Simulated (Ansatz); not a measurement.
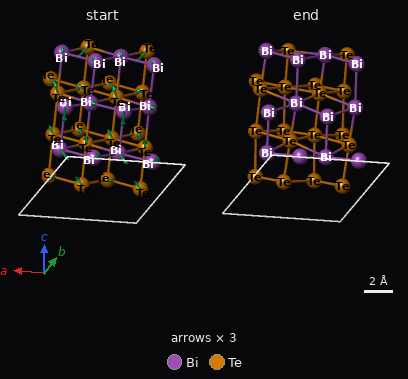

The structure of a slab of composition Bi2Te3 (cut from the R-3m phase) before (left) and after (right) a relaxation, at one scale. The green arrows give the displacements, 3 times their true length.

A ball-and-stick model of the 2 × 1 repeat of the cell, outlined in the plane, without the vacuum, seen from a free direction.

The slab is the (1 0 1) face of Bi2Te3.

All numbers below come from DFT PBEsol, scalar-relativistic, plane waves, PAW (Ansatz 0.2.0).

Input file:
```yaml
crystal:
  lattice:
    - [4.3933726524, 0.0, 0.0]
    - [-2.1966863262, 9.7433367907, 0.0]
    - [0.0, 0.0, 25.5733117991]
  atoms:
    - { symbol: Bi, position: [0.4080336893, 0.8160673786, 0.293274491] }
    - { symbol: Te, position: [0.1078766062, 0.2157532124, 0.3233013404] }
    - { symbol: Bi, position: [0.8077184364, 0.6154368729, 0.3533282985] }
    - { symbol: Te, position: [0.5169392696, 0.0338785393, 0.3824170082] }
    - { symbol: Te, position: [0.2242275038, 0.4484550076, 0.4116990495] }
    - { symbol: Bi, position: [0.9334487217, 0.8668974435, 0.4407877207] }
    - { symbol: Te, position: [0.6332916386, 0.2665832772, 0.4708145701] }
    - { symbol: Bi, position: [0.3331334689, 0.6662669377, 0.5008415283] }
    - { symbol: Te, position: [0.0423543021, 0.0847086041, 0.5299302379] }
    - { symbol: Te, position: [0.7496425362, 0.4992850725, 0.5592122793] }
    - { symbol: Bi, position: [0.4588637542, 0.9177275083, 0.5883009505] }
    - { symbol: Te, position: [0.1587066711, 0.3174133421, 0.6183277999] }
    - { symbol: Bi, position: [0.8585485013, 0.7170970026, 0.648354758] }
    - { symbol: Te, position: [0.5677693345, 0.135538669, 0.6774434677] }
    - { symbol: Te, position: [0.2750575687, 0.5501151373, 0.706725509] }
basis:
  ecutwfc: 420
kpoints:
  mp_grid: { grid: [8, 4, 1] }
hamiltonian:
  xc: pbesol
scf:
  occupations: { method: gaussian, width: 0.1 }
output:
  forces: true
  eigenvalues: true
  write_density: true
  write_potential: true
  elf: true
  volumetric_format: npy
relax:
  adjacent_minimum: "off"
  f_tol: 0.02
  max_steps: 60
efield:
  axis: 3
  dipole_correction: true
  ramp_width: 0.04
```

Launched with:
```bash
ansatz run input.yaml --threads 8 --pin off --max-ram 15360MiB --backend cpu --events-out ev --progress --plain --runs-dir out
```

> Summarise the run.

Te15 moves most relative to the layer's centre: 0.43 Å at 64° to the normal (−c side). By element the largest moves are Te 0.43 Å, Bi 0.43 Å. The cell doesn't change. Among the contacts that change: Bi3–Te5 3.115 → 3.620 Å, Te2–Te4 3.202 → 2.786 Å, Te12–Te15 3.202 → 2.796 Å, Bi6–Te9 3.115 → 3.459 Å. Among the angles between lasting bonds that change: Bi3–Bi6–Bi8 82.9° → 98.1°, Bi6–Bi8–Bi11 82.9° → 96.5°, Bi1–Bi3–Te5 175.3° → 162.3°. The energy falls by 1.164 eV per cell of the calculation in 11 accepted moves (13 points after the start). The largest force component goes from 1.1 to 0.011 eV/Å. The line search rejected the trial steps at points 4, 10 of the run.
